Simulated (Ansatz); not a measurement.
Run report: WSi₂, band-structure calculation (part 2 of 2)

WSi₂ (slab, 12 atoms in the cell); DFT PBE, scalar-relativistic, plane waves, PAW, no spin polarisation (Ansatz 0.2.0); cutoff 420 eV, 11×8×1 k-mesh, Gaussian smearing of 0.1 eV. The structure derives from an entry of the Crystallography Open Database. It belongs to a series of runs on one base structure; here: bands of the relaxed slab.

Geometry of the input (Å; fractional positions):
```
3.2290  0.0000  0.0000
-1.6145  4.2519  0.0000
0.0000  0.0000  25.9492
Si 0.6881  0.3773  0.2835
Si 0.4365  0.8734  0.3258
W  0.1547  0.3096  0.3698
Si 0.8684  0.7363  0.4032
Si 0.5786  0.1574  0.4429
W  0.2931  0.5861  0.4830
Si 0.0051  0.0101  0.5198
Si 0.7191  0.4381  0.5584
W  0.4311  0.8621  0.5961
Si 0.1472  0.2940  0.6357
Si 0.8541  0.7080  0.6759
W  0.5729  0.1452  0.7051
```

**Output, continued**
```
--- Forces (eV/Å), atoms counted from 1 ---
  atom   1  Si     0.00003468     0.00089516    -0.00042103
  atom   2  Si    -0.00091903    -0.00442916    -0.00593046
  atom   3  W      0.00097715    -0.00694327    -0.00617287
  atom   4  Si     0.00026928    -0.00580126    -0.00227841
  atom   5  Si    -0.00028561     0.00325037     0.00409362
  atom   6  W      0.00004394     0.00239209     0.00839684
  atom   7  Si     0.00007607     0.00202468    -0.00110418
  atom   8  Si    -0.00015681     0.00479576    -0.00777388
  atom   9  W     -0.00026500    -0.00125786     0.00912645
  atom  10  Si     0.00004685     0.00194728    -0.00054652
  atom  11  Si     0.00020883    -0.00099906     0.00167090
  atom  12  W     -0.00002947     0.00413058     0.00106452
  max |Σ_I F_I| component: 1.25e-4 eV/Å
--- Band table (eV; the first three rows and the last of 45) ---
  k-point 0: bands = ["-68.7317", "-68.6916", "-68.6473", "-68.4739", "-33.2233", "-33.0744", "-32.9937", "-32.9825", "-32.9468", "-32.9410", "-32.9079", "-32.8868", "-32.8165", "-32.7798", "-32.7661", "-32.7325", "-8.3372", "-7.4651", "-6.2850", "-4.8417", "-3.5100", "-2.0787", "-1.3875", "-0.6815", "0.0143", "0.1216", "0.3404", "1.0932", "1.3090", "1.5623", "2.1452", "2.2221", "2.5979", "2.6766", "2.7099", "2.7768", "3.0909", "3.1615", "3.7050", "3.9279", "4.2988", "4.6466", "4.7533", "4.8679", "5.0087", "5.9276", "6.3431", "6.8364", "7.5302", "7.5413", "8.0402", "8.1434", "8.5084", "8.7065", "8.8901", "8.9735", "9.1559", "9.2772", "9.5596", "9.6345", "9.7962", "9.9966", "10.1718", "10.1890", "10.2860", "10.5457", "10.7028", "10.7071", "10.9444", "11.0978", "11.7626", "12.0149", "12.1702", "12.3647"]
  k-point 1: bands = ["-68.7317", "-68.6916", "-68.6473", "-68.4739", "-33.2232", "-33.0746", "-32.9951", "-32.9833", "-32.9470", "-32.9419", "-32.9080", "-32.8869", "-32.8165", "-32.7810", "-32.7661", "-32.7326", "-8.1901", "-7.3253", "-6.1576", "-4.7506", "-3.4755", "-2.5191", "-1.7669", "-1.1153", "-0.7021", "0.1123", "0.5441", "1.3390", "1.6207", "1.9888", "2.1944", "2.4063", "2.6892", "2.7057", "2.7454", "2.9087", "3.0285", "3.2156", "3.6856", "3.9707", "4.3654", "4.7667", "4.7867", "4.9034", "5.0672", "5.9391", "6.1235", "6.7474", "7.3185", "7.6035", "7.6617", "8.1053", "8.3191", "8.4403", "8.6473", "8.8407", "8.9955", "9.2878", "9.4185", "9.4455", "9.6306", "9.8812", "10.2389", "10.2614", "10.5824", "10.7782", "10.7792", "11.0587", "11.5075", "11.6341", "11.7426", "11.8813", "12.1053", "12.3654"]
  k-point 2: bands = ["-68.7316", "-68.6916", "-68.6472", "-68.4738", "-33.2229", "-33.0751", "-32.9985", "-32.9852", "-32.9477", "-32.9439", "-32.9083", "-32.8870", "-32.8166", "-32.7839", "-32.7661", "-32.7328", "-7.7599", "-6.9199", "-5.7972", "-4.5212", "-3.6940", "-3.4055", "-2.5145", "-1.6867", "-1.4889", "-0.0929", "0.7980", "1.4435", "1.8760", "2.0773", "2.5851", "2.7367", "2.7671", "2.8450", "2.9858", "3.0341", "3.2624", "3.3094", "3.8731", "4.0769", "4.5195", "4.6574", "4.8650", "4.9199", "5.1943", "5.5656", "5.9437", "6.7557", "7.0355", "7.2933", "7.3379", "7.7374", "7.9841", "8.1346", "8.3847", "8.7548", "9.1804", "9.2739", "9.3782", "9.8624", "9.8915", "10.0434", "10.3084", "10.5497", "10.5953", "10.9224", "11.2551", "11.2699", "11.3972", "11.7214", "12.0791", "12.1231", "12.3498", "12.5504"]
  k-point 44: bands = ["-68.7253", "-68.6849", "-68.6405", "-68.4671", "-33.2007", "-33.1022", "-33.0786", "-33.0514", "-32.9972", "-32.9767", "-32.9640", "-32.9279", "-32.9247", "-32.9221", "-32.7620", "-32.7448", "-5.3060", "-4.6824", "-4.0963", "-3.5727", "-3.4394", "-2.8842", "-2.0203", "-1.2786", "-0.8827", "-0.7009", "-0.2545", "0.0744", "0.4432", "0.9790", "1.1855", "1.7700", "1.9573", "2.1972", "2.5442", "2.5910", "2.6975", "2.8566", "3.2234", "3.3100", "3.4639", "3.9017", "4.2724", "4.6091", "4.8690", "6.0189", "6.4063", "6.6457", "6.9372", "7.3919", "7.7708", "7.8460", "8.0552", "8.1903", "8.3997", "8.6247", "8.8428", "8.9804", "9.1454", "9.5098", "9.5745", "9.8105", "9.8977", "10.4963", "10.6253", "10.9187", "11.2375", "11.5711", "11.6852", "12.0244", "12.5296", "12.6744", "12.9161", "13.1882"]
--- Löwdin populations: 12 sites ---
  site symbol       q [e]
     0     Si      4.0120
     1     Si      3.9303
     2      W     13.8323
     3     Si      3.9333
     4     Si      3.9456
     5      W     13.8473
     6     Si      3.9558
     7     Si      3.9645
     8      W     13.8261
     9     Si      3.9158
    10     Si      4.0348
    11      W     13.8115
  spilling = 0.011258 (of n_electrons = 88.000000)
```

**File populations.tsv**
```
# site	symbol	l	j	q
# orbitals = lowdin
# n_electrons = 88.000000
# spilling = 0.011258
0	Si	0_3S	-	1.644724
0	Si	1_3P	-	2.367305
1	Si	0_3S	-	1.303432
1	Si	1_3P	-	2.626858
2	W	0_5S	-	1.947020
2	W	0_6S	-	0.539774
2	W	1_5P	-	5.985329
2	W	2_5D	-	5.360150
3	Si	0_3S	-	1.196704
3	Si	1_3P	-	2.736621
4	Si	0_3S	-	1.199293
4	Si	1_3P	-	2.746259
5	W	0_5S	-	1.945304
5	W	0_6S	-	0.535282
5	W	1_5P	-	5.986517
5	W	2_5D	-	5.380209
6	Si	0_3S	-	1.203517
6	Si	1_3P	-	2.752270
7	Si	0_3S	-	1.212796
7	Si	1_3P	-	2.751684
8	W	0_5S	-	1.946301
8	W	0_6S	-	0.539966
8	W	1_5P	-	5.987156
8	W	2_5D	-	5.352692
9	Si	0_3S	-	1.180501
9	Si	1_3P	-	2.735338
10	Si	0_3S	-	1.278733
10	Si	1_3P	-	2.756041
11	W	0_5S	-	1.962688
11	W	0_6S	-	0.643087
11	W	1_5P	-	5.973010
11	W	2_5D	-	5.232694
```

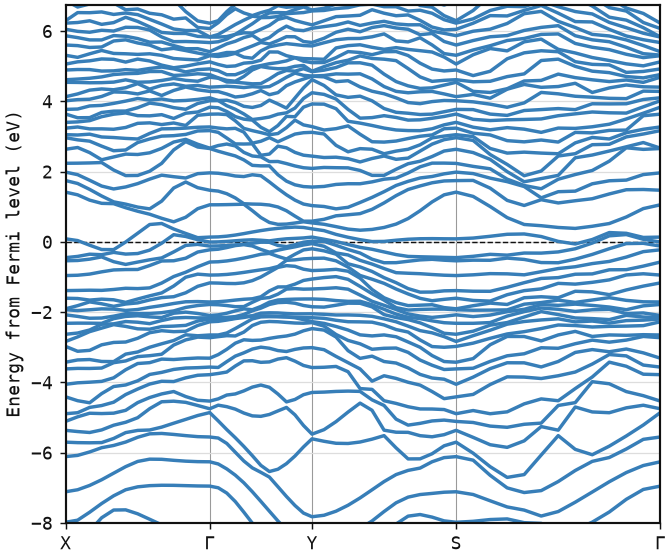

Band structure along X–Γ–Y–S–Γ, with energies from the Fermi level. Bands cross the Fermi level: a metal at this level of theory.

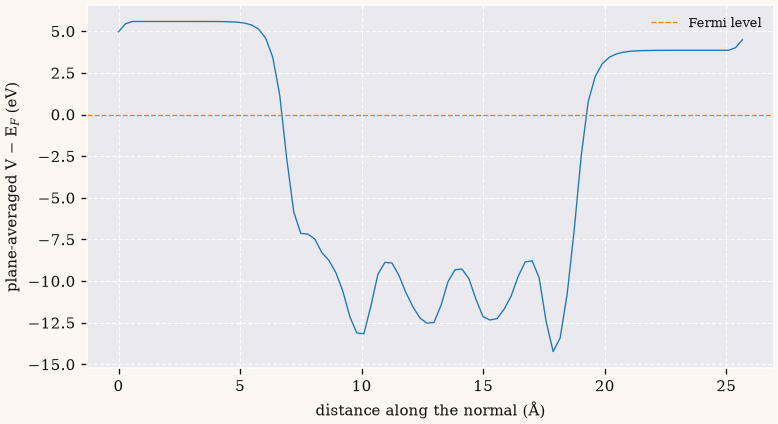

Plane average of the electrostatic potential energy of an electron across the cell, from the Fermi level. The vacuum level lies 3.86 eV above the Fermi level on the upper side and 5.59 eV on the lower.

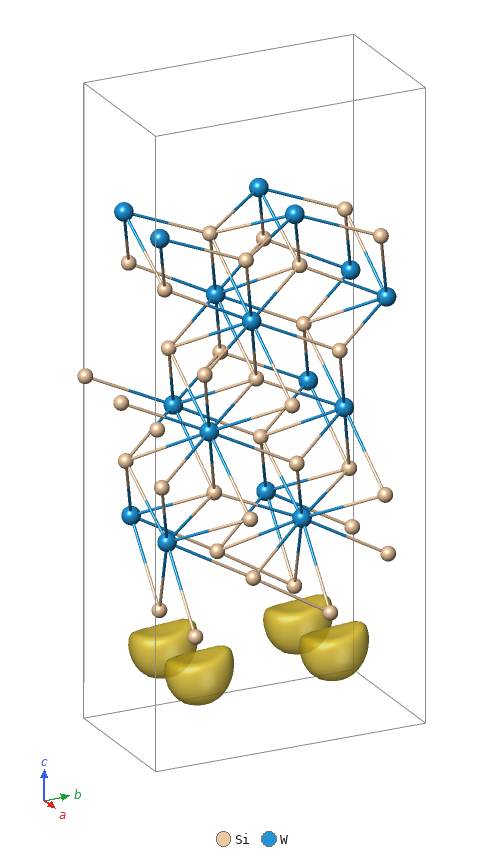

Isosurface of the ELF at 0.9 (yellow), seen slightly off an axis. Only the valence region is drawn (cores and ρ < 0.01 e/Å³ removed). Sticks mark near contacts. Counts are for one cell; the picture repeats the cell along the surface.  Values along the shortest contacts: Si–W (2.50 Å): the ELF is about 0.50 at the midpoint. Core electrons are frozen (PAW), so the fields are smoothed inside the atomic spheres.

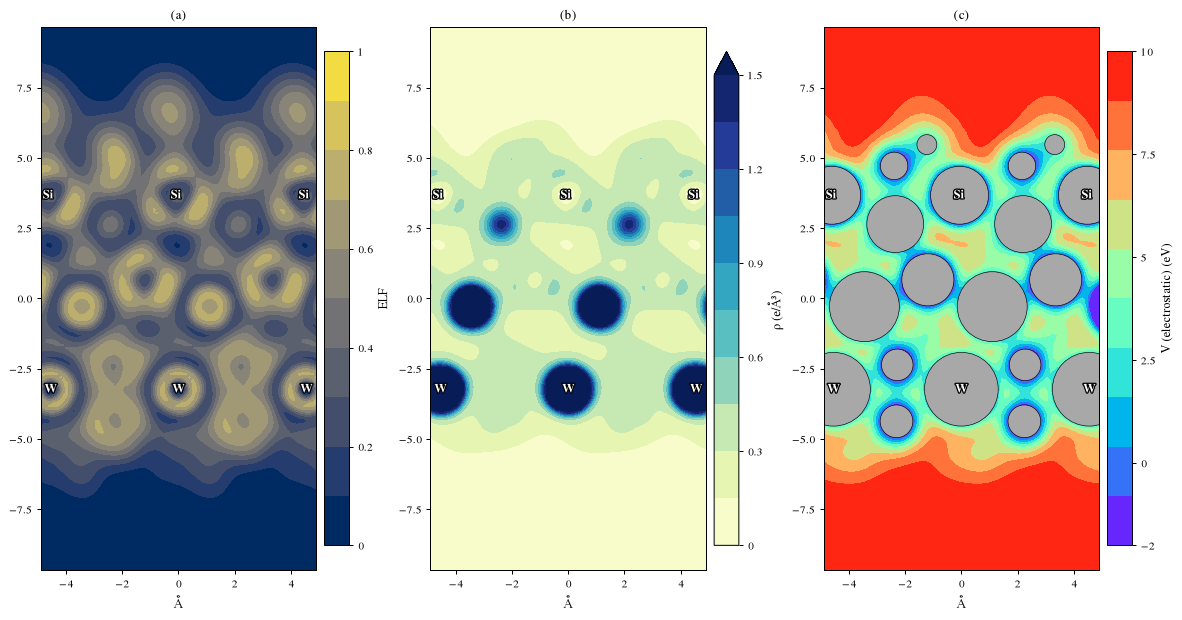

(a) electron localisation function; (b) valence pseudo-density; (c) electrostatic potential energy of an electron on the (100) plane of the calculation cell, a cut from vacuum to vacuum. Grey discs, where drawn, cover atomic cores. Atoms in the plane: W and Si. The density dies away to nearly zero in the vacuum. The strong features right at W lie inside the PAW spheres (semicore, d or f shells) and say nothing about bonding.
